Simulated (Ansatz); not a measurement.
The structure in question:

```yaml
crystal:
  lattice:
    - [2.62263, 0.00000, 0.00000]
    - [-1.31132, 2.27127, 0.00000]
    - [0.00000, 0.00000, 5.03174]
  atoms:
    - { symbol: Pt, position: [0.66667, 0.33333, 0.75000] }
    - { symbol: Pt, position: [0.33333, 0.66667, 0.25000] }
```

Work out the structure from the coordinates.

The element is platinum. Its lattice is primitive hexagonal, its space group P6_3/mmc (No. 194). In terms of structure types, this is hexagonal close-packed (Mg type). The cell holds two atoms.

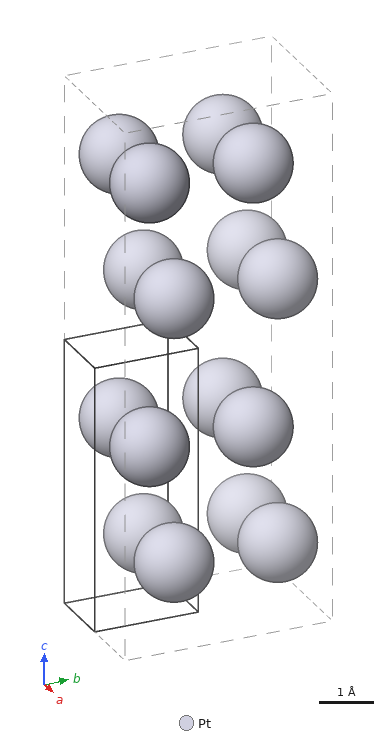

The image is a spheres-only drawing of a crystal, viewed slightly off an axis. The structure is repeated 2×2×2 times; solid lines mark one conventional unit cell.

It goes back to a structure listed in the Materials Project. The cell was then strained or its atoms displaced on purpose. An electronic-structure calculation with Ansatz was run on it.

At this level of theory the cell isn't at rest (compressed, at 5 GPa), so its distances can differ from those at equilibrium, the more so the softer the solid.
